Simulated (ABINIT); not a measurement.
**Geometry relaxation, with input and output: PbO₂ (part 1 of 3)**

System: PbO₂ (3 atoms in the cell).
Method: Kohn-Sham DFT of a periodic cell, LDA, PseudoDojo NC SR LDA v0.4.1 standard, no spin polarisation (ABINIT 10.8.3).

The structure derives from a Materials Project entry.

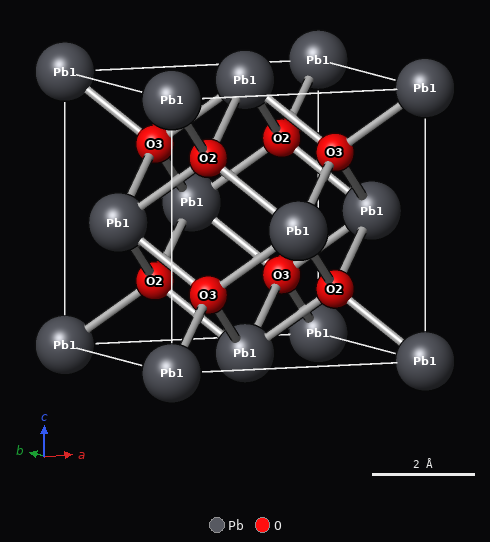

*The structure as given in the input (ball-and-stick view of the cell 4 times as large as that of the calculation, set on its symmetry axes, seen slightly off an axis; atoms are numbered from 1 in the order of the input). An atom can appear more than once, as a periodic image.*

Near neighbours in the periodic cell (some may lie outside the picture): Pb has 8 O at 2.34 Å; O has 4 Pb at 2.34 Å.

### Key numbers

```json
{"quantity": "outcome", "value": "converged"}
{"quantity": "space group (tolerance 0.01 Å)", "value": "Fm-3m (225)"}
{"quantity": "electrons treated", "value": "26"}
{"quantity": "free energy", "value": "−2808.2319 eV"}
{"quantity": "Fermi energy", "value": "4.713 eV"}
{"quantity": "gap on the k-point mesh", "value": "none (metallic)"}
{"quantity": "pressure", "value": "0.00 GPa"}
{"quantity": "final volume", "value": "36.82 Å³"}
{"quantity": "largest force (length of the vector) at the end", "value": "under 0.001 eV/Å"}
{"quantity": "final cell", "value": "a = 3.734 Å, b = 3.734 Å, c = 3.734 Å, α = 60.00°, β = 60.00°, γ = 60.00°"}
{"quantity": "hardware", "value": "1 thread of Arm Neoverse V1, 112 GiB of memory available, shared host"}
{"quantity": "wall time", "value": "4.2 min"}
{"quantity": "peak memory", "value": "0.1 GiB"}
```

### Remarks

Spin–orbit coupling is left out, which matters for Pb.

### Input
```
# Pseudopotentials
pp_dirpath "./"
pseudos "Pb.upf, O.upf"

# Structure
acell 3*1.0
rprim
     0.0000000000     5.1060248709     5.1060248709
     5.1060248709     0.0000000000     5.1060248709
     5.1060248709     5.1060248709     0.0000000000
ntypat 2
znucl 82 8
natom 3
typat 1 2 2
chkprim 0
chksymtnons 0
tolsym 1.0e-6
xred
            0.0            0.0            0.0
            3/4            3/4            3/4
            1/4            1/4            1/4

# Plane-wave basis
ecut 42.0
ecutsm 0.5

# k points
kptopt 1
ngkpt 7 7 7
nshiftk 1
shiftk 0.0 0.0 0.0

# Exchange and correlation
ixc 7

# Bands and occupations
nband 17
occopt 3
tsmear 0.00183747

# SCF cycle
nstep 80
tolvrs 1.0e-12

# Output
iomode 3
prteig 0
prtebands 0
prtwf 0
prtden 0

# Relaxation
ionmov 2
optcell 2
ntime 50
tolmxf 2.0e-5
dilatmx 1.08
```

Launched with:
```bash
abinit run.abi > log 2>&1
```

### Output
```
.Version 10.8.3 of ABINIT
 Symmetries : space group Fm -3 m (#225); Bravais cF (face-center cubic)
================================================================================
 Values of the parameters that define the memory need of the present run
     intxc =       0    ionmov =       2      iscf =       7    lmnmax =       6
     lnmax =       6     mgfft =      48  mpssoang =       3    mqgrid =    3001
     natom =       3  nloc_mem =       1    nspden =       1   nspinor =       1
    nsppol =       1      nsym =      48    n1xccc =    2501    ntypat =       2
    occopt =       3   xclevel =       1
       mpw =        4390          nfft =      110592          nkpt =          20
================================================================================
================================================================================

--------------------------------------------------------------------------------
------------- Echo of variables that govern the present computation ------------
--------------------------------------------------------------------------------
 -outvars: echo values of preprocessed input variables --------
            acell      1.0000000000E+00  1.0000000000E+00  1.0000000000E+00 Bohr
              amu      2.07200000E+02  1.59994000E+01
          chkprim           0
      chksymtnons           0
          dilatmx      1.08000000E+00
             ecut      4.20000000E+01 Hartree
           ecutsm      5.00000000E-01 Hartree
           ionmov           2
              ixc           7
         kptrlatt        7    0    0      0    7    0      0    0    7
          kptrlen      5.05470674E+01
            natom           3
            nband          17
            ngfft          48      48      48
             nkpt          20
            nstep          80
             nsym          48
            ntime          50
           ntypat           2
           occopt           3
          optcell           2
           prtden           0
        prtebands           0
           prteig           0
            prtwf           0
            rprim      0.0000000000E+00  5.1060248709E+00  5.1060248709E+00
                       5.1060248709E+00  0.0000000000E+00  5.1060248709E+00
                       5.1060248709E+00  5.1060248709E+00  0.0000000000E+00
          spgroup         225
           tolmxf      2.00000000E-05
           tolsym      1.00000000E-06
           tolvrs      1.00000000E-12
           tsmear      1.83747000E-03 Hartree
            typat      1  2  2
           xangst      0.0000000000E+00  0.0000000000E+00  0.0000000000E+00
                       4.0529879972E+00  4.0529879972E+00  4.0529879972E+00
                       1.3509959991E+00  1.3509959991E+00  1.3509959991E+00
            xcart      0.0000000000E+00  0.0000000000E+00  0.0000000000E+00
                       7.6590373063E+00  7.6590373063E+00  7.6590373063E+00
                       2.5530124354E+00  2.5530124354E+00  2.5530124355E+00
             xred      0.0000000000E+00  0.0000000000E+00  0.0000000000E+00
                       7.5000000000E-01  7.5000000000E-01  7.5000000000E-01
                       2.5000000000E-01  2.5000000000E-01  2.5000000000E-01
            znucl       82.00000    8.00000

================================================================================

 chkinp: Checking input parameters for consistency.

================================================================================
== DATASET  1 ==================================================================

--- !DatasetInfo
iteration_state: {dtset: 1, }
dimensions: {natom: 3, nkpt: 20, mband: 17, nsppol: 1, nspinor: 1, nspden: 1, mpw: 4390, }
cutoff_energies: {ecut:  42.0, pawecutdg:  -1.0, }
electrons: {nelect:   2.60000000E+01, charge:   0.00000000E+00, occopt:   3.00000000E+00, tsmear:   1.83747000E-03, }
meta: {optdriver: 0, ionmov: 2, optcell: 2, iscf: 7, paral_kgb: 0, }
...

 Exchange-correlation functional for the present dataset will be:
  LDA: Perdew-Wang 92 LSD fit to Ceperley-Alder data - ixc=7
  J.P.Perdew and Y.Wang, PRB 45, 13244 (1992)

 Real(R)+Recip(G) space primitive vectors, cartesian coordinates (Bohr,Bohr^-1):
 R(1)=  0.0000000  5.1060249  5.1060249  G(1)= -0.0979235  0.0979235  0.0979235
 R(2)=  5.1060249  0.0000000  5.1060249  G(2)=  0.0979235 -0.0979235  0.0979235
 R(3)=  5.1060249  5.1060249  0.0000000  G(3)=  0.0979235  0.0979235 -0.0979235
 Unit cell volume ucvol=  2.6624335E+02 bohr^3
 Angles (23,13,12)=  6.00000000E+01  6.00000000E+01  6.00000000E+01 degrees

 getcut: wavevector=  0.0000  0.0000  0.0000  ngfft=  48  48  48
         ecut(hartree)=     48.989   => boxcut(ratio)=   2.10974

--- Pseudopotential description ------------------------------------------------
- pspini: atom type   1  psp file is ./Pb.upf
  82.00000  14.00000  180309                  znucl, zion, pspdat
12 -1012 2 -1 1638                            pspcod,pspxc,lmax,lloc,mmax
     nproj     2     2     2

- pspini: atom type   2  psp file is ./O.upf
   8.00000   6.00000  201201                  znucl, zion, pspdat
12 -1012 2 -1 926                             pspcod,pspxc,lmax,lloc,mmax
     nproj     2     2     1

   1.47400595E+03                                ecore*ucvol(ha*bohr**3)
--------------------------------------------------------------------------------

================================================================================

=== [ionmov= 2] Broyden-Fletcher-Goldfarb-Shanno method (forces)
================================================================================

--- Iteration: ( 1/50) Internal Cycle: (1/1)
--------------------------------------------------------------------------------

---SELF-CONSISTENT-FIELD CONVERGENCE--------------------------------------------

--- !BeginCycle
iteration_state: {dtset: 1, itime: 1, icycle: 1, }
solver: {iscf: 7, nstep: 80, nline: 4, wfoptalg: 0, }
tolerances: {tolvrs: 1.00E-12, }
...

     iter   Etot(hartree)      deltaE(h)  residm     vres2
 ETOT  1  -102.90165451412    -1.029E+02 2.075E-01 1.202E+03
 ETOT  2  -103.00244442656    -1.008E-01 2.838E-02 1.174E+03
 ETOT  3  -103.19442483789    -1.920E-01 8.642E-03 2.042E+01
 ETOT  4  -103.19744765334    -3.023E-03 3.412E-03 4.426E-01
 ETOT  5  -103.19749901060    -5.136E-05 8.326E-04 1.838E-02
 ETOT  6  -103.19750221643    -3.206E-06 3.533E-04 3.665E-05
 ETOT  7  -103.19750222581    -9.373E-09 9.800E-05 8.315E-07
 ETOT  8  -103.19750222589    -8.174E-11 1.028E-04 2.773E-08
 ETOT  9  -103.19750222589     1.663E-12 3.107E-05 4.933E-09
 ETOT 10  -103.19750222589    -1.023E-12 4.951E-05 2.316E-11
 ETOT 11  -103.19750222589    -5.912E-12 1.393E-05 5.297E-14

 At SCF step   11       vres2   =  5.30E-14 < tolvrs=  1.00E-12 =>converged.

 Cartesian components of stress tensor (hartree/bohr^3)
  sigma(1 1)=  3.25451660E-04  sigma(3 2)=  0.00000000E+00
  sigma(2 2)=  3.25451660E-04  sigma(3 1)=  0.00000000E+00
  sigma(3 3)=  3.25451660E-04  sigma(2 1)=  0.00000000E+00

--- !ResultsGS
iteration_state: {dtset: 1, itime: 1, icycle: 1, }
comment   : Summary of ground state results
lattice_vectors:
- [  0.0000000,   5.1060249,   5.1060249, ]
- [  5.1060249,   0.0000000,   5.1060249, ]
- [  5.1060249,   5.1060249,   0.0000000, ]
lattice_lengths: [   7.22101,    7.22101,    7.22101, ]
lattice_angles: [ 60.000,  60.000,  60.000, ] # degrees, (23, 13, 12)
lattice_volume:   2.6624335E+02
convergence: {deltae: -5.912E-12, res2:  5.297E-14, residm:  1.393E-05, diffor: null, }
etotal    :  -1.03197502E+02
entropy   :   0.00000000E+00
fermie    :   1.40841525E-01
cartesian_stress_tensor: # hartree/bohr^3
- [  3.25451660E-04,   0.00000000E+00,   0.00000000E+00, ]
- [  0.00000000E+00,   3.25451660E-04,   0.00000000E+00, ]
- [  0.00000000E+00,   0.00000000E+00,   3.25451660E-04, ]
pressure_GPa:  -9.5751E+00
xred      :
- [  0.0000E+00,   0.0000E+00,   0.0000E+00, Pb]
- [  7.5000E-01,   7.5000E-01,   7.5000E-01,  O]
- [  2.5000E-01,   2.5000E-01,   2.5000E-01,  O]
cartesian_forces: # hartree/bohr
- [ -0.00000000E+00,  -0.00000000E+00,  -0.00000000E+00, ]
- [ -0.00000000E+00,  -0.00000000E+00,  -0.00000000E+00, ]
- [ -0.00000000E+00,  -0.00000000E+00,  -0.00000000E+00, ]
force_length_stats: {min:   0.00000000E+00, max:   0.00000000E+00, mean:   0.00000000E+00, }
...

 Integrated electronic density in atomic spheres:
 ------------------------------------------------
 Atom  Sphere_radius  Integrated_density
    1        2.00000          9.92166829
    2        2.00000          6.01601973
    3        2.00000          6.01601973

---OUTPUT-----------------------------------------------------------------------

 Cartesian coordinates (xcart) [bohr]
  0.00000000000000E+00  0.00000000000000E+00  0.00000000000000E+00
  7.65903730635000E+00  7.65903730635000E+00  7.65903730635000E+00
  2.55301243545000E+00  2.55301243545000E+00  2.55301243545000E+00
 Reduced coordinates (xred)
  0.00000000000000E+00  0.00000000000000E+00  0.00000000000000E+00
  7.50000000000000E-01  7.50000000000000E-01  7.50000000000000E-01
  2.50000000000000E-01  2.50000000000000E-01  2.50000000000000E-01
 Cartesian forces (fcart) [Ha/bohr]; max,rms= 0.00000E+00 0.00000E+00 (free atoms)
 -0.00000000000000E+00 -0.00000000000000E+00 -0.00000000000000E+00
 -0.00000000000000E+00 -0.00000000000000E+00 -0.00000000000000E+00
 -0.00000000000000E+00 -0.00000000000000E+00 -0.00000000000000E+00
 Gradient of E wrt nuclear positions in reduced coordinates (gred)
  0.00000000000000E+00  0.00000000000000E+00  0.00000000000000E+00
  0.00000000000000E+00  0.00000000000000E+00  0.00000000000000E+00
  0.00000000000000E+00  0.00000000000000E+00  0.00000000000000E+00
 Scale of Primitive Cell (acell) [bohr]
  1.00000000000000E+00  1.00000000000000E+00  1.00000000000000E+00
 Real space primitive translations (rprimd) [bohr]
  0.00000000000000E+00  5.10602487090000E+00  5.10602487090000E+00
  5.10602487090000E+00  0.00000000000000E+00  5.10602487090000E+00
  5.10602487090000E+00  5.10602487090000E+00  0.00000000000000E+00
 Unitary Cell Volume (ucvol) [Bohr^3]=  2.66243352541571E+02
 Angles (23,13,12)= [degrees]
  6.00000000000000E+01  6.00000000000000E+01  6.00000000000000E+01
 Lengths [Bohr]
  7.22100962224111E+00  7.22100962224111E+00  7.22100962224111E+00
 Stress tensor in cartesian coordinates (strten) [Ha/bohr^3]
  3.25451660151185E-04  0.00000000000000E+00  0.00000000000000E+00
  0.00000000000000E+00  3.25451660151181E-04  0.00000000000000E+00
  0.00000000000000E+00  0.00000000000000E+00  3.25451660151188E-04
 Total energy (etotal) [Ha]= -1.03197502225894E+02

--- Iteration: ( 2/50) Internal Cycle: (1/1)
--------------------------------------------------------------------------------

---SELF-CONSISTENT-FIELD CONVERGENCE--------------------------------------------

--- !BeginCycle
iteration_state: {dtset: 1, itime: 2, icycle: 1, }
solver: {iscf: 7, nstep: 80, nline: 4, wfoptalg: 0, }
tolerances: {tolvrs: 1.00E-12, }
...
```
